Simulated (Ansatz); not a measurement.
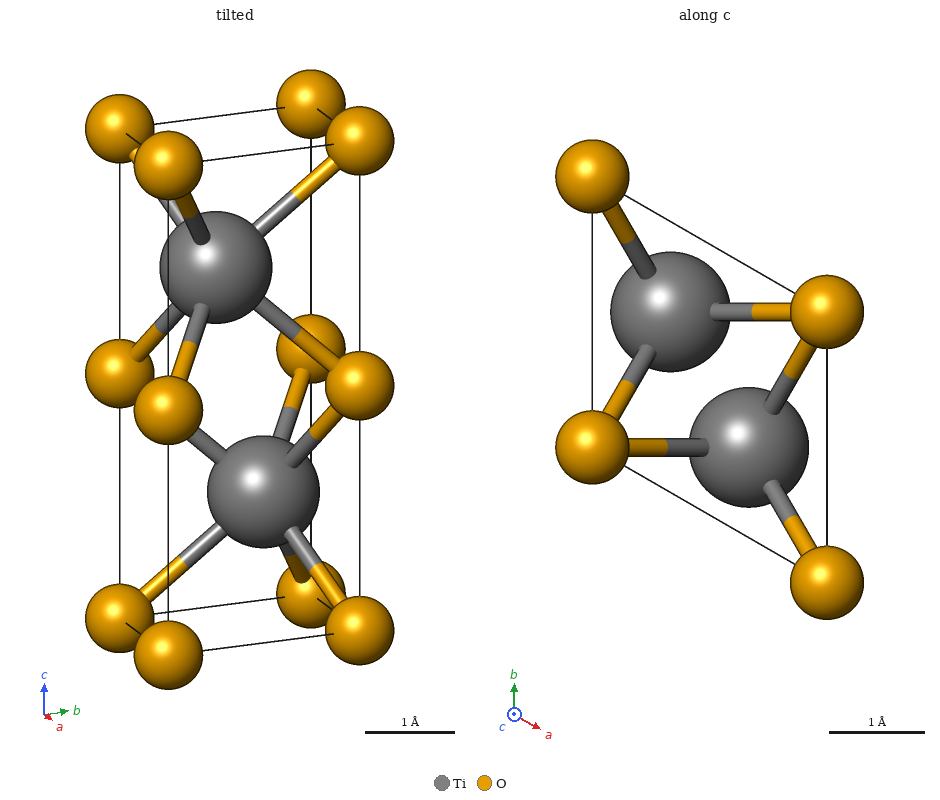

Ball-and-stick representation of a periodic structure, projected slightly off an axis and along the c axis. The wireframe shows the simulation cell.

Input used:
```yaml
crystal:
  lattice:
    - [2.8516080131, 0.0, 0.0]
    - [-1.4258040066, 2.469564981, 0.0]
    - [0.0, 0.0, 5.567503]
  atoms:
    - { symbol: Ti, position: [0.33333333, 0.66666667, 0.25] }
    - { symbol: Ti, position: [0.66666667, 0.33333333, 0.75] }
    - { symbol: O, position: [0.0, 0.0, 0.0] }
    - { symbol: O, position: [0.0, 0.0, 0.5] }
basis:
  ecutwfc: 420
kpoints:
  mp_grid: { grid: [18, 18, 8] }
hamiltonian:
  xc: pbesol
scf:
  occupations: { method: gaussian, width: 0.1 }
output:
  forces: true
  stress: true
  eigenvalues: true
  populations: true
```
Run as:
```sh
ansatz run input.yaml --threads 1 --pin off --max-ram 2560MiB --backend cpu --events-out ev --progress --plain --runs-dir out
```

Run with DFT PBEsol, scalar-relativistic, plane waves, PAW in Ansatz and these settings: plane-wave cutoff 420 eV, k-points on an 18×18×8 grid, Gaussian smearing of 0.1 eV, no spin polarisation.

What is the electronic character?

Answer. A metal: bands cross the Fermi level.

Under what pressure is the structure?

Answer. The computed pressure is -10.0 GPa (stretched: it would shrink). The stress isn't hydrostatic: its largest component is 11.9 GPa.

The cell started as a structure listed in the Materials Project. Earlier steps of the study may have refined or changed the cell and positions. It went into a calculation with Ansatz.

At this level of theory the cell isn't at rest (stretched, at -10 GPa), so its distances can differ from those at equilibrium, the more so the softer the solid.
